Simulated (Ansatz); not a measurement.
Run report: Si$_{48}$C$_{47}$ (charge +1), geometry relaxation (part 2 of 3)

Si$_{48}$C$_{47}$ (defect cell, 95 atoms in the cell, total charge +1); DFT, PBEsol, PAW, plane waves (Ansatz 0.2.0); cutoff 420 eV, 1×1×1 k-mesh, Fermi–Dirac smearing of 0.01 eV. 

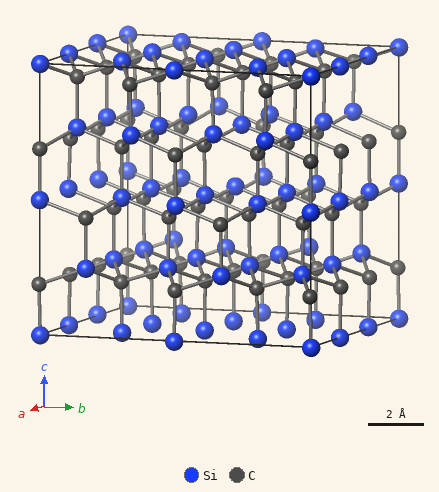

Figure 1. The structure as given in the input (ball-and-stick view of the cell of the calculation, seen slightly off an axis).

**Output, continued**
```
SCF iter   1: F=—  HF=-41457.785496 eV  |F-HF|=—  |Δ(HF+E_count)|=         —  Δρ=1.56e-3 (↑1.54e-3 ↓1.56e-3)  dr2=8.78e-2  dr2_m=5.84e-4  M=1.000 μB ∫|m|=1.064 μB  β_m=0.30  ethr=7.08e-4  ⟨swp⟩=3.0  Hψ=1310  notcnv=0  defer=174
preconditioner: auto → Resta (q_TF=auto, 2.324 Å⁻¹)  ε∞=4.8  [insulator: Δε(μ)=0.422 eV  Ē_g=11.737 eV  σ=0.010 eV  W_gap=1.00  n_scr=218 (ndim 8)  ℏωp=23.0 eV  f_vac=0.000  D(μ)=0.00/eV (n_scr^D=0)  ε∞_Penn≈4.8]
spin=Collinear: Resta preconditioning applied to the charge; magnetization (m = ρ↑ − ρ↓) channel mixes plain (no charge-response kernel on spin).
SCF iter   2: F=—  HF=-41457.770828 eV  |F-HF|=—  |Δ(HF+E_count)|=   1.47e-2  Δρ=1.07e-3 (↑1.07e-3 ↓1.07e-3)  dr2=3.98e-2  dr2_m=3.43e-4  M=1.000 μB ∫|m|=1.065 μB  β_m=0.60  ethr=2.32e-5  ⟨swp⟩=2.0  Hψ=673  notcnv=0  defer=174
SCF iter   3: F=—  HF=-41457.758594 eV  |F-HF|=—  |Δ(HF+E_count)|=   1.22e-2  Δρ=2.31e-4 (↑2.31e-4 ↓1.95e-4)  dr2=1.43e-3  dr2_m=4.56e-5  M=1.000 μB ∫|m|=1.066 μB  β_m=0.64  ethr=1.05e-5  ⟨swp⟩=3.0  Hψ=707  notcnv=0  defer=174
SCF iter   4: F=—  HF=-41457.759411 eV  |F-HF|=—  |Δ(HF+E_count)|=   8.17e-4  Δρ=5.92e-5 (↑5.92e-5 ↓4.97e-5)  dr2=8.64e-5  dr2_m=4.28e-6  M=1.000 μB ∫|m|=1.066 μB  β_m=0.74  ethr=3.78e-7  ⟨swp⟩=2.0  Hψ=687  notcnv=0  defer=174
iter 5 did not close the SCF: its close was put off for a magnetic moment that had not settled (scf_convergence_deferred on its scf_iter line)
SCF iter   5: F=-41457.759420 eV  HF=-41457.759420 eV  |F-HF|=6.58e-7  |Δ(HF+E_count)|=   9.29e-6  Δρ=1.73e-5 (↑1.73e-5 ↓1.34e-5)  dr2=6.83e-6  dr2_m=5.07e-7  M=1.000 μB ∫|m|=1.066 μB  β_m=0.82  ethr=2.69e-9  ⟨swp⟩=13.5  Hψ=3249  notcnv=0
SCF iter   6: F=-41457.759422 eV  HF=-41457.759422 eV  |F-HF|=1.67e-7  |Δ(HF+E_count)|=   1.40e-6  Δρ=4.26e-6 (↑4.26e-6 ↓3.95e-6)  dr2=5.52e-7  dr2_m=3.37e-8  M=1.000 μB ∫|m|=1.066 μB  ethr=1.80e-9  ⟨swp⟩=2.0  Hψ=1339  notcnv=0
SCF 4 converged in 6 iterations: F = -41457.759422 eV  dr2 = 5.52e-7
  greatest PAW one-centre occupation: 0.648 electrons in one spin orbital (limit 2), on the C atom at site 68 (counted from 0), in its partial waves of l = 0
relax step   4: F+E_penalty+E_count = -41457.75942158 eV  Δ(F+E_penalty+E_count) = +6.147e-2 eV  max|allowed force component| = 6.451e-1 eV/Å  Δτ_max = 0.0889 Å  (6 SCF iters, dr2 threshold 1.02e-5 eV, rejected (line search))
SCF iter   1: F=—  HF=-41457.845635 eV  |F-HF|=—  |Δ(HF+E_count)|=         —  Δρ=1.10e-3 (↑1.08e-3 ↓1.10e-3)  dr2=4.60e-2  dr2_m=2.84e-4  M=1.000 μB ∫|m|=1.067 μB  β_m=0.30  ethr=1.26e-4  ⟨swp⟩=4.0  Hψ=1465  notcnv=0  defer=174
preconditioner: auto → Resta (q_TF=auto, 2.324 Å⁻¹)  ε∞=4.8  [insulator: Δε(μ)=0.441 eV  Ē_g=11.744 eV  σ=0.010 eV  W_gap=1.00  n_scr=218 (ndim 8)  ℏωp=23.0 eV  f_vac=0.000  D(μ)=0.00/eV (n_scr^D=0)  ε∞_Penn≈4.8]
spin=Collinear: Resta preconditioning applied to the charge; magnetization (m = ρ↑ − ρ↓) channel mixes plain (no charge-response kernel on spin).
SCF iter   2: F=—  HF=-41457.839184 eV  |F-HF|=—  |Δ(HF+E_count)|=   6.45e-3  Δρ=7.59e-4 (↑7.51e-4 ↓7.59e-4)  dr2=2.02e-2  dr2_m=1.70e-4  M=1.000 μB ∫|m|=1.067 μB  β_m=0.59  ethr=1.21e-5  ⟨swp⟩=2.0  Hψ=661  notcnv=0  defer=174
SCF iter   3: F=—  HF=-41457.832289 eV  |F-HF|=—  |Δ(HF+E_count)|=   6.90e-3  Δρ=1.47e-4 (↑1.47e-4 ↓1.42e-4)  dr2=6.93e-4  dr2_m=1.44e-5  M=1.000 μB ∫|m|=1.066 μB  β_m=0.66  ethr=5.32e-6  ⟨swp⟩=2.0  Hψ=704  notcnv=0  defer=174
SCF iter   4: F=—  HF=-41457.832259 eV  |F-HF|=—  |Δ(HF+E_count)|=   3.03e-5  Δρ=3.55e-5 (↑3.55e-5 ↓3.16e-5)  dr2=3.62e-5  dr2_m=1.15e-6  M=1.000 μB ∫|m|=1.066 μB  β_m=0.72  ethr=1.83e-7  ⟨swp⟩=2.0  Hψ=693  notcnv=0  defer=174
SCF iter   5: F=—  HF=-41457.833408 eV  |F-HF|=—  |Δ(HF+E_count)|=   1.15e-3  Δρ=1.11e-5 (↑1.11e-5 ↓9.20e-6)  dr2=2.79e-6  dr2_m=1.57e-7  M=1.000 μB ∫|m|=1.066 μB  β_m=0.84  ethr=9.55e-9  ⟨swp⟩=2.0  Hψ=738  notcnv=0  defer=174
SCF iter   6: F=—  HF=-41457.833409 eV  |F-HF|=—  |Δ(HF+E_count)|=   7.33e-7  Δρ=2.24e-6 (↑2.24e-6 ↓2.22e-6)  dr2=1.68e-7  dr2_m=7.57e-9  M=1.000 μB ∫|m|=1.066 μB  β_m=0.85  ethr=7.37e-10  ⟨swp⟩=2.0  Hψ=764  notcnv=0  defer=174
iter 7 did not close the SCF: its close was put off for a magnetic moment that had not settled (scf_convergence_deferred on its scf_iter line)
SCF iter   7: F=-41457.833409 eV  HF=-41457.833409 eV  |F-HF|=6.87e-9  |Δ(HF+E_count)|=   2.25e-8  Δρ=7.48e-7 (↑7.48e-7 ↓6.95e-7)  dr2=1.86e-8  dr2_m=1.53e-9  M=1.000 μB ∫|m|=1.066 μB  β_m=0.87  ethr=2.64e-11  ⟨swp⟩=12.5  Hψ=2866  notcnv=0
SCF iter   8: F=-41457.833409 eV  HF=-41457.833409 eV  |F-HF|=1.46e-10  |Δ(HF+E_count)|=   4.35e-9  Δρ=2.16e-7 (↑2.16e-7 ↓1.79e-7)  dr2=9.76e-10  dr2_m=1.55e-10  M=1.000 μB ∫|m|=1.066 μB  ethr=4.91e-12  ⟨swp⟩=1.0  Hψ=1315  notcnv=0
SCF 5 converged in 8 iterations: F = -41457.833409 eV  dr2 = 9.76e-10
  greatest PAW one-centre occupation: 0.649 electrons in one spin orbital (limit 2), on the C atom at site 77 (counted from 0), in its partial waves of l = 0
relax step   5: F+E_penalty+E_count = -41457.83340890 eV  Δ(F+E_penalty+E_count) = -1.252e-2 eV  max|allowed force component| = 2.225e-2 eV/Å  Δτ_max = 0.0209 Å  (8 SCF iters, accepted)
```

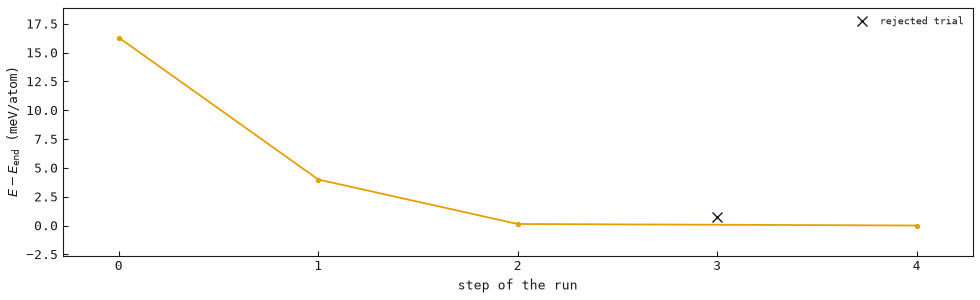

Figure 2. Progress of the relaxation, step by step (the first geometry is step 0 here and step 1 in the log).

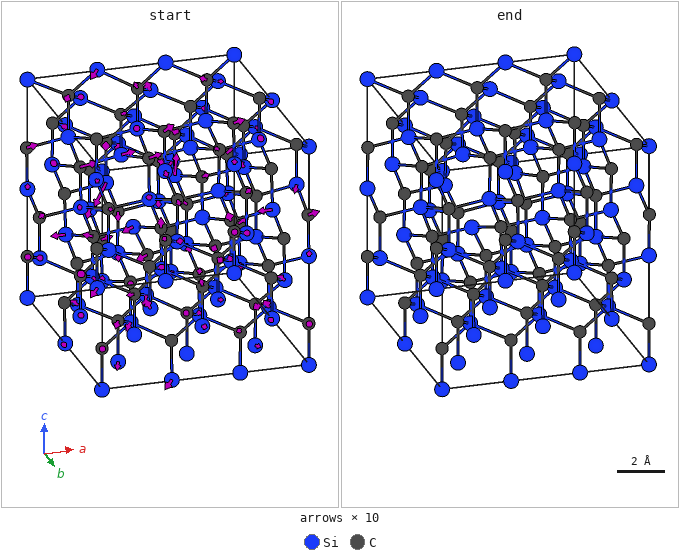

Figure 3. Before (left) and after (right) the relaxation, at one scale (ball-and-stick view of the cell of the calculation, seen at an oblique angle). The pink arrows give the displacements, magnified 10 times. Over 4 geometry steps the energy falls by 16.3 meV per atom. The largest force component goes from 1.5 to 0.022 eV/Å. The line search rejected the trial step at point 3 (counted from 0) and went back. The largest move is that of Si29, 0.13 Å. Largest moves by element: Si 0.13 Å, C 0.09 Å. The cell stays as it was. Among the contacts that change: Si15–C55 1.953 → 1.883 Å, Si33–C92 1.932 → 1.864 Å, Si13–C49 1.952 → 1.886 Å, Si29–C64 1.920 → 1.862 Å. Among the angles that change: C64–Si29–C67 107.5° → 112.9°, Si29–C88–Si43 109.1° → 113.8°, C63–Si26–C68 106.4° → 110.7°. (Atoms are counted from 1 in the order of the input.)

```
SCF converged after 8 iterations
Magnetization: 1.0000 μB (190.0000 up, 189.0000 down)
Absolute magnetization: 1.0675 μB (∫|ρ↑−ρ↓|, with the PAW one-centre terms)
Spin contamination: 0.0028 ħ² per cell (⟨S²⟩ above its minimum at these occupations)
Per-site moments (μB) at R_I (Å): [(0.00010881618301962906, 0.775573731909035), (8.030103898505015e-5, 0.7756773232686824), (-9.011596428598931e-5, 0.7743990171069498), (0.0007952356544283297, 0.7736527432243964), (0.00019153069037814046, 0.7763783303263978), (2.5920134684751398e-5, 0.7750428464494914), (0.03904003325501695, 0.7660678502424104), (0.001036826368464383, 0.7717493559955181), (0.00016
Free energy (F): -41457.833409 eV
Harris-Foulkes:  -41457.833409 eV  (|F-HF|=1.46e-10)
Internal energy: -41457.833409 eV  (E = F + TS)
E sigma→0 (E₀):  -41457.833409 eV
Fermi energy:    10.866730 eV
--- Per-component energies (eV) ---
  E_band       = 1305.345672
  E_kinetic    = 6374.763935
  E_local      = -5069.915480  (includes V_loc(G=0)·N_el)
  E_nonlocal   = 2464.456450
  E_hartree    = 1566.964025
  E_xc         = -4959.168322
  E_vxc        = -5160.413233  (∫ρ·V_xc dr)
  E_paw        = -28430.670451  (= ΣΔE_a)
  E_vpaw       = -437.475475  (= ΣTr[D̂ρ^β])
  E_aug_tail   = 0.000621  (compensation charges beyond the density's cutoff)
  E_ewald      = -13406.770821
  E_core_change = 2.506635  (= ΣΔE_core)
  E_smearing   = -0.000000  (= −TS)
  E_closure    = -0.000000  (closes the sum)
  E_deformation_potential = 17.969730  (in the stress; not in F)
  Σ components = -41457.833409   (vs F -41457.833409, Δ=0.00e0)
--- Forces (eV/Å), atoms counted from 1 ---
  atom   1  Si    -0.00024437    -0.00423233     0.00172733
  atom   2  Si     0.00131958     0.00006860     0.00155933
  atom   3  Si     0.00492234    -0.00179440     0.00497696
  atom   4  Si     0.00501929     0.00083705    -0.00237332
  atom   5  Si    -0.00377407    -0.00533678     0.00369167
  atom   6  Si    -0.00131978     0.00061666    -0.00611857
  atom   7  Si     0.01164004    -0.01282203    -0.01513145
  atom   8  Si    -0.00056707    -0.00222097     0.00027053
  atom   9  Si     0.00222751     0.00180276    -0.00320484
  atom  10  Si    -0.00169650    -0.00409554    -0.01468863
  atom  11  Si    -0.00001549     0.00205595    -0.00593067
  atom  12  Si    -0.00643691     0.00423179     0.00149763
  atom  13  Si    -0.00332522    -0.00109323    -0.00074598
  atom  14  Si    -0.00007489     0.00139301    -0.00125242
  atom  15  Si    -0.00410858    -0.00216731    -0.00349067
  atom  16  Si    -0.00030432     0.00066258    -0.00499074
  atom  17  Si     0.00207567     0.00115442     0.00247041
  atom  18  Si     0.01095339    -0.00248508    -0.00097463
  atom  19  Si     0.00560002     0.00224052    -0.00704291
  atom  20  Si     0.00022413     0.00326606     0.00356503
  atom  21  Si    -0.00540466    -0.00039387     0.00685001
  atom  22  Si    -0.00346368    -0.00222590     0.00042866
  atom  23  Si    -0.00027711    -0.00089269     0.00351834
  atom  24  Si     0.00550436     0.00383080     0.00128988
  atom  25  Si    -0.00294922    -0.00280080    -0.00158477
  atom  26  Si     0.01257905    -0.00220377    -0.00861858
  atom  27  Si     0.00323998     0.00273646    -0.00223651
  atom  28  Si    -0.00480104    -0.00398785    -0.01617844
  atom  29  Si    -0.00888343     0.00989409    -0.00130997
  atom  30  Si     0.00144181     0.00650652    -0.00064658
  atom  31  Si     0.00259027    -0.00209197    -0.00691225
  atom  32  Si    -0.01028578    -0.00372059    -0.00165710
  atom  33  Si    -0.00618924    -0.00586573    -0.00852449
  atom  34  Si    -0.00427587    -0.00743655    -0.00051944
  atom  35  Si     0.00136238    -0.00537237    -0.00793001
  atom  36  Si     0.00438365     0.00889822    -0.00632770
  atom  37  Si     0.00220591     0.00393979    -0.00241882
  atom  38  Si    -0.00040901     0.00485324    -0.00069109
  atom  39  Si    -0.00161891    -0.01009064    -0.00423066
  atom  40  Si    -0.01077706     0.00090030     0.00313415
  atom  41  Si    -0.00264578     0.00382708    -0.00068197
  atom  42  Si     0.00174477    -0.00588119     0.00099758
  atom  43  Si     0.01270853    -0.00315722    -0.01534786
  atom  44  Si    -0.00338081     0.00621433     0.00027676
  atom  45  Si    -0.00027763    -0.00750716     0.00508177
  atom  46  Si     0.00008385     0.00702667     0.00798586
  atom  47  Si     0.00360963    -0.00178009    -0.00319501
  atom  48  Si    -0.00048873    -0.00579702    -0.00297832
  atom  49  C     -0.00106856     0.00036020     0.00176932
  atom  50  C     -0.00029796     0.00094437     0.00077246
  atom  51  C      0.00227530     0.00019350    -0.00102773
  atom  52  C     -0.00292980    -0.00135043     0.00133304
  atom  53  C     -0.00112887     0.00505878     0.00033137
  atom  54  C      0.00156287    -0.00118509     0.00283102
  atom  55  C      0.00137725     0.00015229     0.00551959
  atom  56  C      0.00017080     0.00137735     0.00263068
  atom  57  C     -0.00019636    -0.00225244    -0.00205552
  atom  58  C      0.00133344    -0.00274928    -0.00135194
  atom  59  C     -0.00389871    -0.00032958     0.00616835
  atom  60  C      0.00091765    -0.00350193     0.00389202
  atom  61  C     -0.00715348     0.00047986     0.00374110
  atom  62  C      0.00334395     0.00202416     0.00178449
  atom  63  C      0.00183661    -0.00017150     0.00371266
  atom  64  C      0.00185536     0.00195265     0.00600684
  atom  65  C      0.00129767    -0.00388920     0.00243980
  atom  66  C     -0.00080933    -0.00687879     0.00274835
  atom  67  C     -0.00092239     0.00441173     0.00333272
  atom  68  C      0.00487893     0.00215254     0.00187770
  atom  69  C     -0.00121067     0.01283887     0.00888270
  atom  70  C     -0.00320835    -0.00063623     0.00482885
  atom  71  C      0.00003353    -0.00157351     0.00361435
  atom  72  C     -0.00240345     0.00134115     0.00159084
  atom  73  C     -0.00066772     0.00179892     0.00635054
  atom  74  C      0.00595913     0.00515544     0.01362954
  atom  75  C      0.00059476    -0.00422456    -0.00171234
  atom  76  C     -0.00136991     0.00182019     0.00355201
  atom  77  C     -0.00864721     0.00852136     0.01309034
  atom  78  C      0.00538476    -0.00824856     0.02168483
  atom  79  C      0.00214093    -0.00183039    -0.00077112
  atom  80  C     -0.00445027     0.00254280     0.00045976
  atom  81  C     -0.00106322    -0.00412776     0.00096225
  atom  82  C      0.00040047     0.00132200    -0.00257582
  atom  83  C      0.00160253     0.00135215     0.00049274
  atom  84  C      0.00233177    -0.00155449     0.00550456
  atom  85  C      0.00479542     0.00370504     0.00230995
  atom  86  C     -0.00398473    -0.00050294    -0.00212651
  atom  87  C     -0.00707559     0.01351883    -0.00748085
  atom  88  C      0.00939402    -0.00422648    -0.02225364
  atom  89  C      0.00296121     0.00167930     0.00178169
  atom  90  C      0.00306494     0.00523269     0.00165539
  atom  91  C     -0.00452665    -0.00189254    -0.00459389
  atom  92  C     -0.01017250     0.00238178     0.00945381
  atom  93  C     -0.00275109    -0.00475145     0.00194086
  atom  94  C      0.00584282     0.00276314     0.00210689
  atom  95  C     -0.00286052     0.00129189    -0.00021541
  max |Σ_I F_I| component: 6.15e-6 eV/Å
--- Charged-cell corrections in eV (Makov–Payne, q = +1.000 e, ε = 9.700) ---
  F (periodic)     = -41457.833409  (uncorrected; the corrections below are reported, never added to it)
  E_corr1          = +0.210028  (monopole, q²α_M/2εL)
  F Makov-Payne    = -41457.623381  (F + E_corr1; no measured alignment; for a localised charge, not one spread in a band: unchecked)
--- Band table (eV) ---
```
